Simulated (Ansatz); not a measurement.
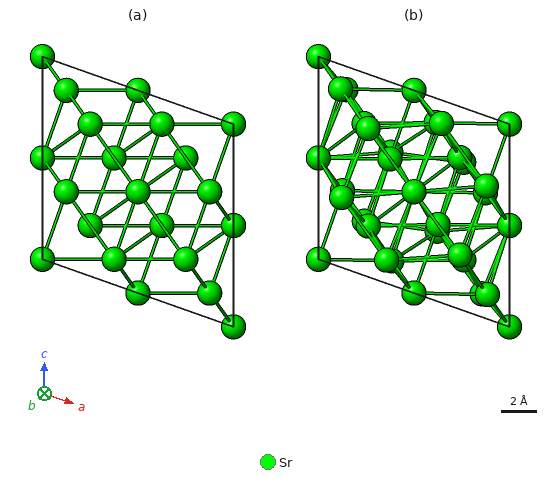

The structure of a defect cell of composition Sr before (left) and after (right) a relaxation, at one scale.

Style: ball-and-stick. Shown: the conventional cell (2 times the calculation's cell), along the b axis. Lengths and directions refer to the drawn axes.

Case: Sr vacancy, atoms relaxed.

Method: DFT PBE, scalar-relativistic, plane waves, PAW (Ansatz 0.2.0).

Input file:
```yaml
crystal:
  lattice:
    - [-4.7504508754, 9.5009017507, -4.7504508754]
    - [-9.5009017507, 4.7504508754, 4.7504508754]
    - [4.7504508754, 9.5009017507, 4.7504508754]
  atoms:
    - { symbol: Sr, position: [0.3333333333, 0.3333333333, 0.0] }
    - { symbol: Sr, position: [0.625, 0.0, 0.125] }
    - { symbol: Sr, position: [0.25, 0.0, 0.25] }
    - { symbol: Sr, position: [0.6666666667, 0.6666666667, 0.0] }
    - { symbol: Sr, position: [0.9583333333, 0.3333333333, 0.125] }
    - { symbol: Sr, position: [0.2916666667, 0.6666666667, 0.125] }
    - { symbol: Sr, position: [0.5833333333, 0.3333333333, 0.25] }
    - { symbol: Sr, position: [0.875, 0.0, 0.375] }
    - { symbol: Sr, position: [0.2083333333, 0.3333333333, 0.375] }
    - { symbol: Sr, position: [0.5, 0.0, 0.5] }
    - { symbol: Sr, position: [0.125, 0.0, 0.625] }
    - { symbol: Sr, position: [0.9166666667, 0.6666666667, 0.25] }
    - { symbol: Sr, position: [0.5416666667, 0.6666666667, 0.375] }
    - { symbol: Sr, position: [0.8333333333, 0.3333333333, 0.5] }
    - { symbol: Sr, position: [0.1666666667, 0.6666666667, 0.5] }
    - { symbol: Sr, position: [0.4583333333, 0.3333333333, 0.625] }
    - { symbol: Sr, position: [0.75, 0.0, 0.75] }
    - { symbol: Sr, position: [0.0833333333, 0.3333333333, 0.75] }
    - { symbol: Sr, position: [0.375, 0.0, 0.875] }
    - { symbol: Sr, position: [0.7916666667, 0.6666666667, 0.625] }
    - { symbol: Sr, position: [0.4166666667, 0.6666666667, 0.75] }
    - { symbol: Sr, position: [0.7083333333, 0.3333333333, 0.875] }
    - { symbol: Sr, position: [0.0416666667, 0.6666666667, 0.875] }
basis:
  ecutwfc: 420
kpoints:
  mp_grid: { grid: [4, 4, 2] }
hamiltonian:
  xc: pbe
scf:
  occupations: { method: gaussian, width: 0.1 }
output:
  forces: true
  stress: true
  eigenvalues: true
  write_density: true
  write_potential: true
  elf: true
  volumetric_format: npy
relax:
  adjacent_minimum: "off"
  f_tol: 0.02
  max_steps: 50
```

Run as
```bash
ansatz run input.yaml --threads 4 --pin off --max-ram 9216MiB --backend cpu --events-out ev --progress --plain --runs-dir out
```

Describe what moved and what it gained.

Answer. Over 4 accepted moves (5 points after the start) the energy falls by 0.233 eV per cell of the calculation. Largest force component: 0.14 eV/Å at the start, 0.0065 eV/Å at the end. 1 step only repeated the SCF at the same geometry. The largest moves, 0.33 Å, are those of Sr8 and Sr11. Sr11 goes roughly along +c. The lattice vectors keep their values. Near-neighbour distances that change, for instance: Sr11–Sr22 4.750 → 4.398 Å, Sr11–Sr19 4.750 → 4.423 Å, Sr2–Sr22 4.750 → 4.465 Å, Sr10–Sr17 4.750 → 4.486 Å. The run took 4.2 min on 4 threads of Arm Neoverse V2, on a shared host, peak memory 4.1 GiB.
